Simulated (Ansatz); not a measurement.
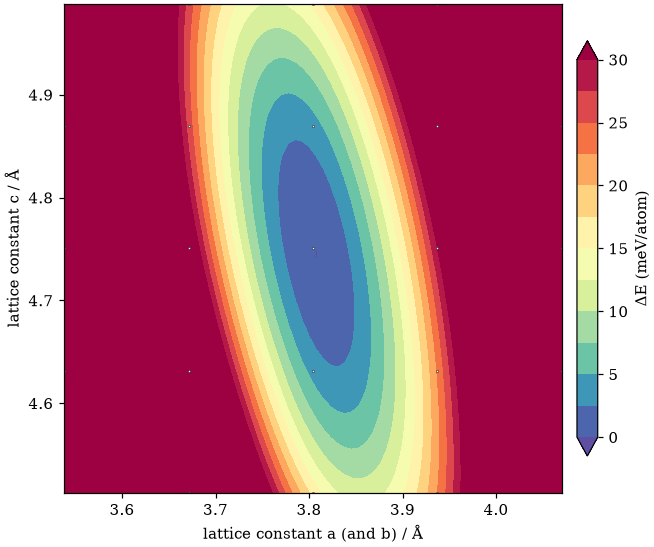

SnO (P4/nmm, No. 129; 4 atoms in the cell). The energy is mapped over the lattice constants a and c of the conventional cell. First axis: lattice constant a (and b). Second axis: lattice constant c. Nothing is relaxed (fractional coordinates fixed). The scan uses a 5 × 5 grid. Points are written as (first, second). Energies: meV/atom, counted from the lowest grid point. The lowest point has no gap; 10 points of the grid have one on the k-mesh. Computed with Ansatz, DFT PBEsol, scalar-relativistic, plane waves, PAW. Settings: cutoff 520 eV, k-mesh 10×10×8 in the order of the run's cell vectors, gaussian smearing 0.15 eV, no spin polarisation.

The picture shows filled contours, dots at the grid points, one colour for all values above the top of the scale. Between grid points the surface is interpolated.

> Estimate the position of the minimum and the force constants in these coordinates.

The interpolated minimum is at lattice constant a (and b) ≈ 3.804 Å, lattice constant c ≈ 4.751 Å. The curvatures there are about 15 eV/Å² and 2.3 eV/Å², with a cross term of about 3.1 eV/Å² (per cell of 4 atoms). Round the minimum the valley is somewhat tilted: raising lattice constant a (and b) shifts the best value of lattice constant c downwards (coupling k₁₂/√(k₁₁k₂₂) about 0.5).

PAW datasets: the set soft_1.
